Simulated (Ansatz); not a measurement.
## SiC: geometry relaxation (part 1 of 3)

SiC (slab, 40 atoms in the cell), computed with DFT PBE+D3(BJ), scalar-relativistic, plane waves, PAW, no spin polarisation (Ansatz 0.2.0).

The structure derives from an entry of the Crystallography Open Database. The input holds or restrains some coordinates. Forces given for the steps count only the free coordinates. It belongs to a series of runs on one base structure; here: clean slab, lower planes held.

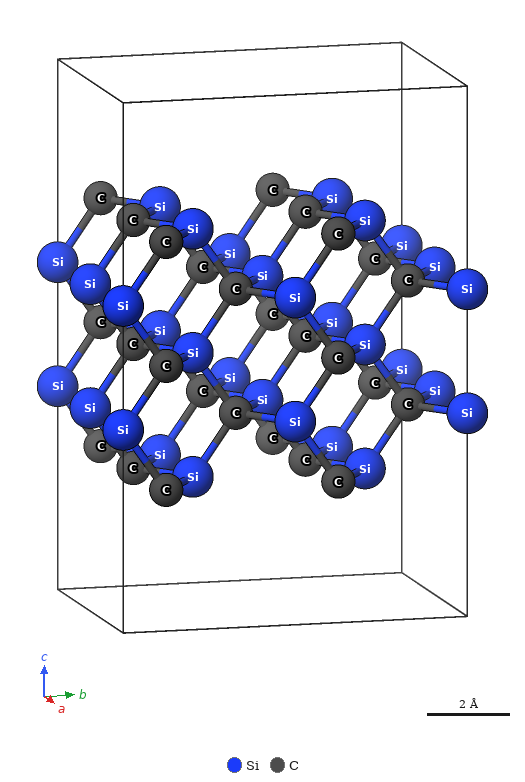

Fig. 1: The starting structure (ball-and-stick view of the cell of the calculation, with the vacuum cut short, seen slightly off an axis). An atom can appear more than once, as a periodic image. Near neighbours in the periodic cell (some may lie outside the picture): Si has 3 C at 1.88 Å; C has 3 Si at 1.88 Å; Si has 4 C at 1.88 Å; C has 4 Si at 1.88 Å.

Input:
```yaml
crystal:
  lattice:
    - [6.1499993395, 0.0, 0.0]
    - [0.0, 8.6974124746, 0.0]
    - [0.0, 0.0, 22.1499993395]
  atoms:
    - { symbol: Si, position: [0.25, 0.75, 0.3611738257] }
    - { symbol: Si, position: [0.25, 0.25, 0.3611738257] }
    - { symbol: Si, position: [0.75, 0.75, 0.3611738257] }
    - { symbol: Si, position: [0.75, 0.25, 0.3611738257] }
    - { symbol: C, position: [0.5, 0.125, 0.3611738257] }
    - { symbol: C, position: [0.5, 0.625, 0.3611738257] }
    - { symbol: C, position: [0.0, 0.125, 0.3611738257] }
    - { symbol: C, position: [0.0, 0.625, 0.3611738257] }
    - { symbol: Si, position: [0.5, 0.5, 0.4305869128] }
    - { symbol: Si, position: [0.5, 0.0, 0.4305869128] }
    - { symbol: Si, position: [0.0, 0.5, 0.4305869128] }
    - { symbol: Si, position: [0.0, 0.0, 0.4305869128] }
    - { symbol: C, position: [0.75, 0.875, 0.4305869128] }
    - { symbol: C, position: [0.75, 0.375, 0.4305869128] }
    - { symbol: C, position: [0.25, 0.875, 0.4305869128] }
    - { symbol: C, position: [0.25, 0.375, 0.4305869128] }
    - { symbol: Si, position: [0.75, 0.25, 0.5] }
    - { symbol: Si, position: [0.75, 0.75, 0.5] }
    - { symbol: Si, position: [0.25, 0.25, 0.5] }
    - { symbol: Si, position: [0.25, 0.75, 0.5] }
    - { symbol: C, position: [0.0, 0.625, 0.5] }
    - { symbol: C, position: [0.0, 0.125, 0.5] }
    - { symbol: C, position: [0.5, 0.625, 0.5] }
    - { symbol: C, position: [0.5, 0.125, 0.5] }
    - { symbol: Si, position: [0.0, 0.0, 0.5694130872] }
    - { symbol: Si, position: [0.0, 0.5, 0.5694130872] }
    - { symbol: Si, position: [0.5, 0.0, 0.5694130872] }
    - { symbol: Si, position: [0.5, 0.5, 0.5694130872] }
    - { symbol: C, position: [0.25, 0.375, 0.5694130872] }
    - { symbol: C, position: [0.25, 0.875, 0.5694130872] }
    - { symbol: C, position: [0.75, 0.375, 0.5694130872] }
    - { symbol: C, position: [0.75, 0.875, 0.5694130872] }
    - { symbol: Si, position: [0.25, 0.75, 0.6388261743] }
    - { symbol: Si, position: [0.25, 0.25, 0.6388261743] }
    - { symbol: Si, position: [0.75, 0.75, 0.6388261743] }
    - { symbol: Si, position: [0.75, 0.25, 0.6388261743] }
    - { symbol: C, position: [0.5, 0.125, 0.6388261743] }
    - { symbol: C, position: [0.5, 0.625, 0.6388261743] }
    - { symbol: C, position: [0.0, 0.125, 0.6388261743] }
    - { symbol: C, position: [0.0, 0.625, 0.6388261743] }
basis:
  ecutwfc: 420
kpoints:
  mp_grid: { grid: [3, 2, 1] }
hamiltonian:
  xc: pbe
  dispersion: d3bj
scf:
  occupations: { method: gaussian, width: 0.05 }
output:
  forces: true
  eigenvalues: true
  write_density: true
  write_potential: true
  elf: true
  volumetric_format: npy
relax:
  adjacent_minimum: "off"
  f_tol: 0.03
  max_steps: 70
  constraints: [{ sites: [0, 1, 2, 3, 4, 5, 6, 7, 8, 9, 10, 11, 12, 13, 14, 15] }]
efield:
  axis: 3
  dipole_correction: true
  ramp_width: 0.04
```

Run as:
```bash
ansatz run input.yaml --threads 4 --pin off --max-ram 10240MiB --backend cpu --events-out ev --progress --plain --runs-dir out
```

The program's output:
```
Engine: ansatz 0.2.0, x86_64-unknown-linux-gnu
Pseudopotentials: kind: paw
Pseudopotential: Si, paw, valence charge 4, recommended cutoff 420 eV (normal), Si.paw.azcp
Pseudopotential: C, paw, valence charge 4, recommended cutoff 420 eV (normal), C.paw.azcp
Functional definition: PBE
  parameter kappa = 0.804
  parameter beta = 0.06672455060314922
  exchange = pbe_x(kappa = kappa, mu = beta*pi^2/3)
  correlation = pbe_c(beta = beta)
Crystal: 40 atoms, lattice volume = 1184.783 Å³
Basis set: ecut = 420 eV, 23139 PW (Γ), exchange–correlation on 90×120×300 points (8 copies of the dense FFT grid, shifted against one another)
Bands: 120, of which v1, the nominal top of the filled ones, is band 80 counted from 1 (79 counted from 0)
Symmetry: 8 space group operations
k-points: 4 of 6
Non-local potential: Si, projectors of the file, l = 0: 2, l = 1: 2, l = 2: 2
Non-local potential: C, projectors of the file, l = 0: 2, l = 1: 2, l = 2: 1
PAW form: soft (Blöchl's): semilocal exchange-correlation on the pseudo side does not see the compensation charge
PAW one-centre angular grid: Si, 110 points (default); XC on 64 Gauss nodes
PAW one-centre angular grid: C, 110 points (default); XC on 64 Gauss nodes
Initial density: superposition of atomic densities (neutral atoms: chi_scale 0, normalization atom), corrected by the library's trained network
Initial wavefunctions: pseudopotential atomic-orbital guess
Functional: x = pbe(κ = 0.804, μ = 0.2195149727645171), c = pbe(β = 0.06672455060314922)
SCF iter   1: F=—  HF=-17727.586318 eV  |F-HF|=—  |Δ(HF+E_count)|=         —  Δρ=5.70e-3  dr2=7.60e-1  ethr=1.77e-3  p=0.000 e·Å  D=8.87e-14 V/Å  ΔV_dip=-0.00 eV  dr2_dipole=5.13e-7  V_vac-E_F(+/−)=4.96/4.96 eV  ⟨swp⟩=9.8  Hψ=2919  notcnv=0  defer=68
efield: sawtooth ramp at fractional position 0.9800 (placed from the atoms, in the widest stretch of the axis that holds none; the zero of the levels goes with the place), width 0.0400; the density the first Hamiltonian is built on has a dipole p = 0.000 e·Å; the dipole correction subtracts the counter field D = 8.87e-14 V/Å, which shifts the + side's vacuum level by -0.00 eV against the − side's; the planar-averaged density in the ramp window peaks in size at 1.5e-5 e/Å³
preconditioner: auto → LDOS  [insulator: Δε(μ)=0.139 eV  Ē_g=10.454 eV  σ=0.050 eV  W_gap=0.57  n_scr=142 (ndim 8)  ℏωp=13.6 eV  f_vac=0.548  D(μ)=11.29/eV (n_scr^D=44)  ε∞_Penn≈2.7  β→1.0]
SCF iter   2: F=—  HF=-17727.506048 eV  |F-HF|=—  |Δ(HF+E_count)|=   8.03e-2  Δρ=2.84e-3  dr2=1.77e-1  ethr=4.75e-4  p=0.000 e·Å  D=1.44e-5 V/Å  ΔV_dip=-0.00 eV  dr2_dipole=5.53e-7  V_vac-E_F(+/−)=4.85/4.85 eV  ⟨swp⟩=2.8  Hψ=862  notcnv=0  defer=126
SCF iter   3: F=—  HF=-17727.495519 eV  |F-HF|=—  |Δ(HF+E_count)|=   1.05e-2  Δρ=1.14e-3  dr2=2.85e-2  ethr=1.11e-4  p=0.000 e·Å  D=7.38e-6 V/Å  ΔV_dip=-0.00 eV  dr2_dipole=1.06e-7  V_vac-E_F(+/−)=4.91/4.91 eV  ⟨swp⟩=2.0  Hψ=615  notcnv=0  defer=126
SCF iter   4: F=—  HF=-17727.493668 eV  |F-HF|=—  |Δ(HF+E_count)|=   1.85e-3  Δρ=2.96e-4  dr2=2.15e-3  ethr=1.78e-5  p=0.000 e·Å  D=3.05e-6 V/Å  ΔV_dip=-0.00 eV  dr2_dipole=1.81e-8  V_vac-E_F(+/−)=4.92/4.92 eV  ⟨swp⟩=2.2  Hψ=669  notcnv=0  defer=126
SCF iter   5: F=—  HF=-17727.493237 eV  |F-HF|=—  |Δ(HF+E_count)|=   4.31e-4  Δρ=6.70e-5  dr2=8.50e-5  ethr=1.34e-6  p=0.000 e·Å  D=1.86e-6 V/Å  ΔV_dip=-0.00 eV  dr2_dipole=5.22e-9  V_vac-E_F(+/−)=4.93/4.93 eV  ⟨swp⟩=2.0  Hψ=567  notcnv=0  defer=126
SCF iter   6: F=—  HF=-17727.493251 eV  |F-HF|=—  |Δ(HF+E_count)|=   1.46e-5  Δρ=2.82e-5  dr2=2.46e-5  ethr=1.41e-8  p=0.000 e·Å  D=1.12e-6 V/Å  ΔV_dip=-0.00 eV  dr2_dipole=2.47e-9  V_vac-E_F(+/−)=4.93/4.93 eV  ⟨swp⟩=39.5  Hψ=7493  notcnv=0
SCF iter   7: F=-17727.493251 eV  HF=-17727.493250 eV  |F-HF|=8.79e-7  |Δ(HF+E_count)|=   1.49e-6  Δρ=9.22e-6  dr2=1.90e-6  ethr=1.41e-8  p=0.000 e·Å  D=6.52e-7 V/Å  ΔV_dip=-0.00 eV  dr2_dipole=1.01e-9  V_vac-E_F(+/−)=4.93/4.93 eV  ⟨swp⟩=17.8  Hψ=4508  notcnv=0
SCF 1 converged in 7 iterations: F = -17727.493251 eV  dr2 = 1.90e-6
  greatest PAW one-centre occupation: 0.652 electrons in one spin orbital (limit 2), on the C atom at site 39 (counted from 0), in its partial waves of l = 0
relax step   1: F+E_penalty+E_count = -17727.49325065 eV  Δ(F+E_penalty+E_count) = +0.000e0 eV  max|allowed force component| = 2.834e0 eV/Å  Δτ_max = 0.0000 Å  (7 SCF iters, dr2 threshold 2.25e-5 eV, accepted)
Initial density: handed on by an earlier stage of this run
Initial wavefunctions: those handed on with the density
iter 1 solved again at ethr=7.12e-4 eV; its pass at ethr=3.10e-3 eV (dr2=1.14e0 eV) is discarded
SCF iter   1: F=—  HF=-17729.589201 eV  |F-HF|=—  |Δ(HF+E_count)|=         —  Δρ=8.01e-3  dr2=1.13e0  ethr=7.12e-4  p=0.000 e·Å  D=6.54e-7 V/Å  ΔV_dip=-0.00 eV  dr2_dipole=2.25e-4  V_vac-E_F(+/−)=5.01/5.01 eV  ⟨swp⟩=1.2  Hψ=1762  notcnv=0  defer=126
efield: sawtooth ramp at fractional position 0.9800 (handed on by an earlier solve), width 0.0400; the density the first Hamiltonian is built on has a dipole p = 0.000 e·Å; the dipole correction subtracts the counter field D = 6.54e-7 V/Å, which shifts the + side's vacuum level by -0.00 eV against the − side's; the planar-averaged density in the ramp window peaks in size at 5.6e-8 e/Å³
preconditioner: auto → LDOS  [insulator: Δε(μ)=0.105 eV  Ē_g=10.556 eV  σ=0.050 eV  W_gap=0.86  n_scr=142 (ndim 8)  ℏωp=13.6 eV  f_vac=0.553  D(μ)=3.38/eV (n_scr^D=4)  ε∞_Penn≈2.7  β→1.0]
SCF iter   2: F=—  HF=-17729.691778 eV  |F-HF|=—  |Δ(HF+E_count)|=   1.03e-1  Δρ=8.51e-3  dr2=2.20e0  ethr=7.07e-4  p=0.061 e·Å  D=9.25e-3 V/Å  ΔV_dip=-0.20 eV  dr2_dipole=3.03e-1  V_vac-E_F(+/−)=4.77/4.97 eV  ⟨swp⟩=3.8  Hψ=839  notcnv=0  defer=126
SCF iter   3: F=—  HF=-17729.330381 eV  |F-HF|=—  |Δ(HF+E_count)|=   3.61e-1  Δρ=1.06e-3  dr2=1.13e-1  ethr=7.07e-4  p=0.011 e·Å  D=1.71e-3 V/Å  ΔV_dip=-0.04 eV  dr2_dipole=5.30e-2  V_vac-E_F(+/−)=4.96/4.99 eV  ⟨swp⟩=2.8  Hψ=839  notcnv=0  defer=126
SCF iter   4: F=—  HF=-17729.325226 eV  |F-HF|=—  |Δ(HF+E_count)|=   5.15e-3  Δρ=6.58e-4  dr2=1.19e-2  ethr=7.08e-5  p=-0.021 e·Å  D=-3.14e-3 V/Å  ΔV_dip=0.07 eV  dr2_dipole=1.88e-3  V_vac-E_F(+/−)=5.04/4.97 eV  ⟨swp⟩=2.8  Hψ=621  notcnv=0  defer=126
SCF iter   5: F=—  HF=-17729.324101 eV  |F-HF|=—  |Δ(HF+E_count)|=   1.13e-3  Δρ=2.44e-4  dr2=2.75e-3  ethr=7.45e-6  p=-0.025 e·Å  D=-3.83e-3 V/Å  ΔV_dip=0.08 eV  dr2_dipole=1.05e-3  V_vac-E_F(+/−)=5.07/4.98 eV  ⟨swp⟩=2.2  Hψ=678  notcnv=0  defer=126
SCF iter   6: F=—  HF=-17729.324128 eV  |F-HF|=—  |Δ(HF+E_count)|=   2.76e-5  Δρ=1.29e-4  dr2=4.78e-4  ethr=1.72e-6  p=-0.030 e·Å  D=-4.54e-3 V/Å  ΔV_dip=0.10 eV  dr2_dipole=1.13e-4  V_vac-E_F(+/−)=5.08/4.98 eV  ⟨swp⟩=2.5  Hψ=599  notcnv=0  defer=126
SCF iter   7: F=-17729.324046 eV  HF=-17729.324115 eV  |F-HF|=6.89e-5  |Δ(HF+E_count)|=   1.27e-5  Δρ=6.10e-5  dr2=9.93e-5  ethr=6.25e-8  p=-0.031 e·Å  D=-4.73e-3 V/Å  ΔV_dip=0.10 eV  dr2_dipole=2.28e-5  V_vac-E_F(+/−)=5.08/4.98 eV  ⟨swp⟩=30.2  Hψ=6425  notcnv=0
SCF 2 converged in 7 iterations: F = -17729.324046 eV  dr2 = 9.93e-5
[... from here on the iterations of each SCF are left out, up to the last one ...]
relax step   2: F+E_penalty+E_count = -17729.32404649 eV  Δ(F+E_penalty+E_count) = -1.831e0 eV  max|allowed force component| = 1.628e0 eV/Å  Δτ_max = 0.1999 Å  (7 SCF iters, dr2 threshold 1.00e-4 eV, accepted)
efield: sawtooth ramp at fractional position 0.9800 (handed on by an earlier solve), width 0.0400; the density the first Hamiltonian is built on has a dipole p = -0.031 e·Å; the dipole correction subtracts the counter field D = -4.73e-3 V/Å, which shifts the + side's vacuum level by +0.10 eV against the − side's; the planar-averaged density in the ramp window peaks in size at 6.2e-7 e/Å³
preconditioner: auto → LDOS  [insulator: Δε(μ)=0.107 eV  Ē_g=10.672 eV  σ=0.050 eV  W_gap=0.65  n_scr=142 (ndim 8)  ℏωp=13.6 eV  f_vac=0.559  D(μ)=12.01/eV (n_scr^D=52)  ε∞_Penn≈2.6  β→1.0]
SCF 3 converged in 8 iterations: F = -17729.886594 eV  dr2 = 1.06e-5
relax step   3: F+E_penalty+E_count = -17729.88659431 eV  Δ(F+E_penalty+E_count) = -5.625e-1 eV  max|allowed force component| = 4.854e-1 eV/Å  Δτ_max = 0.1881 Å  (8 SCF iters, dr2 threshold 1.00e-4 eV, accepted)
efield: sawtooth ramp at fractional position 0.9800 (handed on by an earlier solve), width 0.0400; the density the first Hamiltonian is built on has a dipole p = -0.128 e·Å; the dipole correction subtracts the counter field D = -1.96e-2 V/Å, which shifts the + side's vacuum level by +0.43 eV against the − side's; the planar-averaged density in the ramp window peaks in size at 1.2e-7 e/Å³
preconditioner: auto → LDOS  [metal: Δε(μ)=0.040 eV  Ē_g=10.642 eV  σ=0.050 eV  W_gap=0.40  n_scr=142 (ndim 8)  ℏωp=13.6 eV  f_vac=0.556  D(μ)=10.12/eV (n_scr^D=32)  β→1.0]
SCF 4 converged in 7 iterations: F = -17729.968121 eV  dr2 = 1.74e-5
relax step   4: F+E_penalty+E_count = -17729.96812075 eV  Δ(F+E_penalty+E_count) = -8.153e-2 eV  max|allowed force component| = 4.294e-1 eV/Å  Δτ_max = 0.0737 Å  (7 SCF iters, dr2 threshold 2.09e-5 eV, accepted)
efield: sawtooth ramp at fractional position 0.9800 (handed on by an earlier solve), width 0.0400; the density the first Hamiltonian is built on has a dipole p = -0.045 e·Å; the dipole correction subtracts the counter field D = -6.80e-3 V/Å, which shifts the + side's vacuum level by +0.15 eV against the − side's; the planar-averaged density in the ramp window peaks in size at 2.5e-7 e/Å³
preconditioner: auto → LDOS  [metal: Δε(μ)=0.032 eV  Ē_g=10.632 eV  σ=0.050 eV  W_gap=0.35  n_scr=142 (ndim 8)  ℏωp=13.6 eV  f_vac=0.557  D(μ)=12.77/eV (n_scr^D=60)  β→1.0]
SCF 5 converged in 6 iterations: F = -17729.995922 eV  dr2 = 5.55e-6
  greatest PAW one-centre occupation: 0.659 electrons in one spin orbital (limit 2), on the C atom at site 39 (counted from 0), in its partial waves of l = 0
relax step   5: F+E_penalty+E_count = -17729.99592236 eV  Δ(F+E_penalty+E_count) = -2.780e-2 eV  max|allowed force component| = 1.667e-2 eV/Å  Δτ_max = 0.0209 Å  (6 SCF iters, dr2 threshold 1.64e-5 eV, accepted)
iter 1 solved again at ethr=3.52e-9 eV; its pass at ethr=3.10e-3 eV (dr2=5.63e-6 eV) is discarded
SCF iter   1: F=—  HF=-17729.995949 eV  |F-HF|=—  |Δ(HF+E_count)|=         —  Δρ=1.84e-5  dr2=5.63e-6  ethr=3.52e-9  p=-0.060 e·Å  D=-9.20e-3 V/Å  ΔV_dip=0.20 eV  dr2_dipole=2.74e-8  V_vac-E_F(+/−)=5.18/4.98 eV  ⟨swp⟩=1.0  Hψ=1136  notcnv=0
efield: sawtooth ramp at fractional position 0.9800 (handed on by an earlier solve), width 0.0400; the density the first Hamiltonian is built on has a dipole p = -0.060 e·Å; the dipole correction subtracts the counter field D = -9.20e-3 V/Å, which shifts the + side's vacuum level by +0.20 eV against the − side's; the planar-averaged density in the ramp window peaks in size at 2.1e-7 e/Å³
preconditioner: auto → LDOS  [metal: Δε(μ)=0.012 eV  Ē_g=10.630 eV  σ=0.050 eV  W_gap=0.13  n_scr=142 (ndim 8)  ℏωp=13.6 eV  f_vac=0.557  D(μ)=13.09/eV (n_scr^D=60)  β→1.0]
SCF iter   2: F=—  HF=-17729.995924 eV  |F-HF|=—  |Δ(HF+E_count)|=   2.50e-5  Δρ=8.89e-6  dr2=2.50e-6  ethr=3.52e-9  p=-0.060 e·Å  D=-9.20e-3 V/Å  ΔV_dip=0.20 eV  dr2_dipole=4.00e-7  V_vac-E_F(+/−)=5.18/4.98 eV  ⟨swp⟩=2.0  Hψ=635  notcnv=0
SCF iter   3: F=—  HF=-17729.995924 eV  |F-HF|=—  |Δ(HF+E_count)|=   7.50e-7  Δρ=4.93e-6  dr2=6.15e-7  ethr=1.56e-9  p=-0.060 e·Å  D=-9.19e-3 V/Å  ΔV_dip=0.20 eV  dr2_dipole=1.28e-7  V_vac-E_F(+/−)=5.18/4.98 eV  ⟨swp⟩=2.0  Hψ=576  notcnv=0
SCF iter   4: F=—  HF=-17729.995925 eV  |F-HF|=—  |Δ(HF+E_count)|=   7.59e-7  Δρ=2.41e-6  dr2=2.15e-7  ethr=3.85e-10  p=-0.060 e·Å  D=-9.20e-3 V/Å  ΔV_dip=0.20 eV  dr2_dipole=5.06e-8  V_vac-E_F(+/−)=5.18/4.98 eV  ⟨swp⟩=2.0  Hψ=608  notcnv=0
SCF iter   5: F=-17729.995925 eV  HF=-17729.995925 eV  |F-HF|=1.01e-9  |Δ(HF+E_count)|=   1.85e-7  Δρ=7.33e-7  dr2=3.80e-8  ethr=6.25e-11  p=-0.060 e·Å  D=-9.20e-3 V/Å  ΔV_dip=0.20 eV  dr2_dipole=1.54e-8  V_vac-E_F(+/−)=5.18/4.98 eV  ⟨swp⟩=19.0  Hψ=4163  notcnv=0
SCF 6 converged in 5 iterations: F = -17729.995925 eV  dr2 = 3.80e-8
relax step   6: F+E_penalty+E_count = -17729.99592542 eV  Δ(F+E_penalty+E_count) = -3.058e-6 eV  max|allowed force component| = 1.676e-2 eV/Å  Δτ_max = 0.0000 Å  (5 SCF iters, accepted)
```

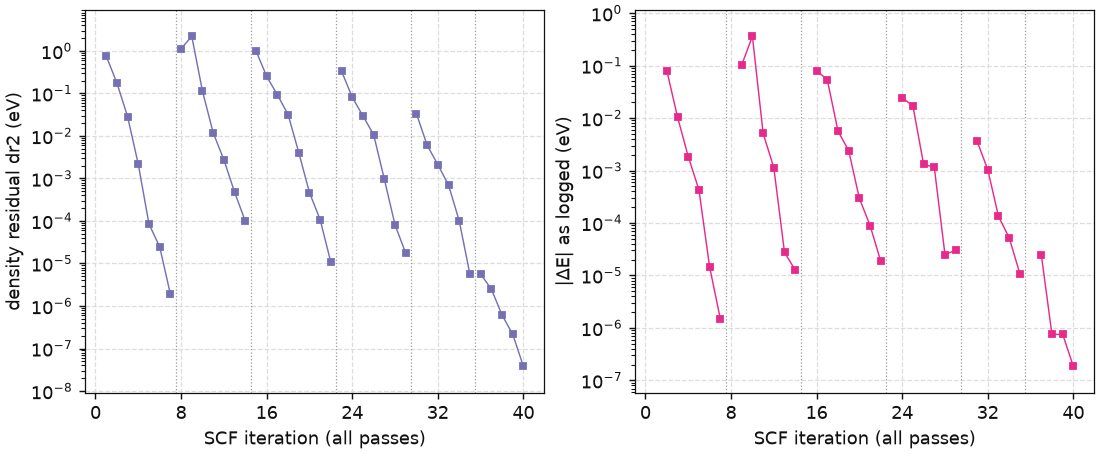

Fig. 2: Convergence of the self-consistent field: density residual dr2 and size of the energy change against the SCF iteration. The dotted lines part the SCF passes of the relaxation: geometry steps, rejected trials and re-solves on a re-selected basis. The 6 passes take 5 to 8 iterations each, 40 in all.

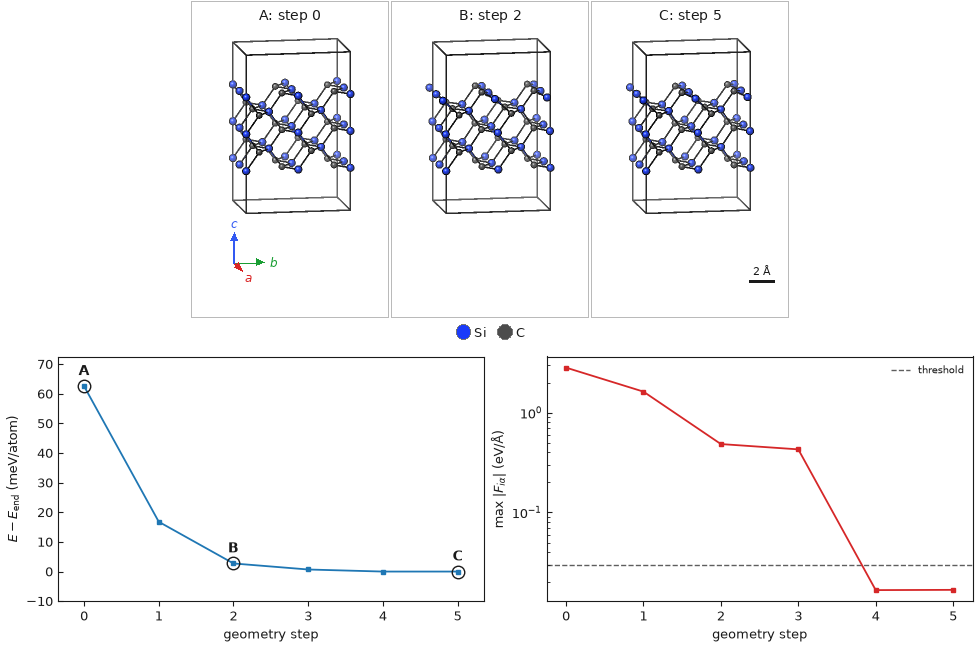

Fig. 3: Frames of the restrained relaxation (ball-and-stick view of the cell of the calculation, with the vacuum cut short (origin shifted), seen slightly off an axis) above the curves, on which the letters mark them (the first geometry is step 0 here and step 1 in the log).
